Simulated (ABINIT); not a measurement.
```yaml
crystal:
  lattice:
    - [5.80508, 0.00000, 0.00000]
    - [-2.90254, 5.02734, 0.00000]
    - [0.00000, 0.00000, 10.46332]
  atoms:
    - { symbol: Zr, position: [0.67206, 0.00539, 0.16667] }
    - { symbol: Zr, position: [0.33873, 0.33873, 0.50000] }
    - { symbol: Zr, position: [0.00539, 0.67206, 0.83333] }
    - { symbol: Zr, position: [0.33333, 0.32794, 0.16667] }
    - { symbol: Zr, position: [0.00000, 0.66127, 0.50000] }
    - { symbol: Zr, position: [0.66667, 0.99461, 0.83333] }
    - { symbol: Zr, position: [0.99461, 0.66667, 0.16667] }
    - { symbol: Zr, position: [0.66127, 0.00000, 0.50000] }
    - { symbol: Zr, position: [0.32794, 0.33333, 0.83333] }
    - { symbol: S, position: [0.33333, 0.66667, 0.33169] }
    - { symbol: S, position: [0.00000, 0.00000, 0.66502] }
    - { symbol: S, position: [0.66667, 0.33333, 0.99836] }
    - { symbol: S, position: [0.33333, 0.66667, 0.00164] }
    - { symbol: S, position: [0.00000, 0.00000, 0.33498] }
    - { symbol: S, position: [0.66667, 0.33333, 0.66831] }
```

Space group R32; a structure from a database of computed crystals, not necessarily the ambient phase; computed pressure about −8 GPa in this cell.

Computed with Kohn-Sham DFT of a periodic cell, LDA, JTH PAW LDA v2.0 in ABINIT.

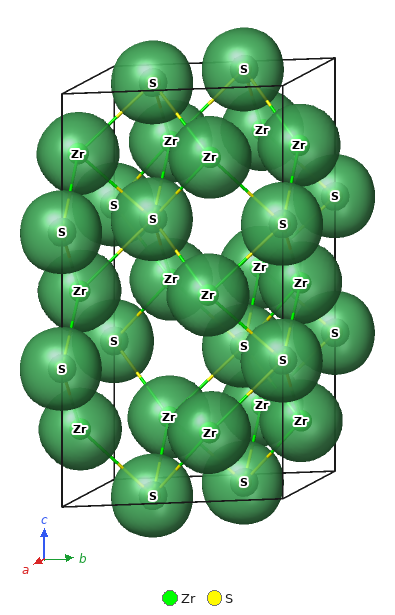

Zr$_{3}$S$_{2}$. Isosurface of the valence pseudo-density at 0.5 e/Å³ (green), seen slightly off an axis. Sticks mark near contacts.

The density is the valence pseudo-density of a PAW calculation; it isn't the true density close to the nuclei.

What does this surface tell about the bonding?

Answer. At this value the density breaks into separate islands; it holds about 70 % of the electrons treated as valence. It bridges none of the near contacts. It is pinched off along the sampled Zr–S (2.60 Å) contacts. On the grid the lowest density along these lines, outside the cores, is 0.35 e/Å³ (Zr–S, 2.60 Å).
